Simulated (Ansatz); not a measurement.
Crystal: Mo, coordinates from a relaxation at fixed volume with DFT HSE06, scalar-relativistic, plane waves, PAW in Ansatz 0.2.0; the starting structure was generated, so it need not be a known form of this composition.

```
Mo
1.0
     2.69020    0.00000    0.00000
    -1.34510    2.32978    0.00000
     0.00000    0.00000    4.91331
Mo
2
Cartesian
  0.0000 1.5532 3.6850
  1.3451 0.7766 1.2283
```

What does its first Brillouin zone look like, and which path through it is standard?

It has a primitive hexagonal lattice (hP; extended symbol hP2). The zone is a hexagonal prism in its combinatorial type: 8 faces (6 with 4 edges, 2 with 6 edges), 18 edges, 12 vertices. Path: Γ–M–K–Γ–A–L–H–A | L–M | H–K.

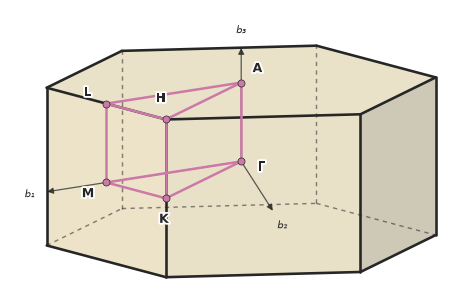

Labels and path follow the convention of Hinuma et al. (2017), as computed by seekpath; the arrows show the directions of the reciprocal primitive vectors b₁, b₂, b₃, in which coordinates are given; lengths include the factor 2π.

```json
{"point": "Γ", "k₁": "0", "k₂": "0", "k₃": "0", "length of k (1/Å)": "0.000"}
{"point": "A", "k₁": "0", "k₂": "0", "k₃": "1/2", "length of k (1/Å)": "0.639"}
{"point": "K", "k₁": "1/3", "k₂": "1/3", "k₃": "0", "length of k (1/Å)": "1.557"}
{"point": "H", "k₁": "1/3", "k₂": "1/3", "k₃": "1/2", "length of k (1/Å)": "1.683"}
{"point": "M", "k₁": "1/2", "k₂": "0", "k₃": "0", "length of k (1/Å)": "1.348"}
{"point": "L", "k₁": "1/2", "k₂": "0", "k₃": "1/2", "length of k (1/Å)": "1.492"}
```
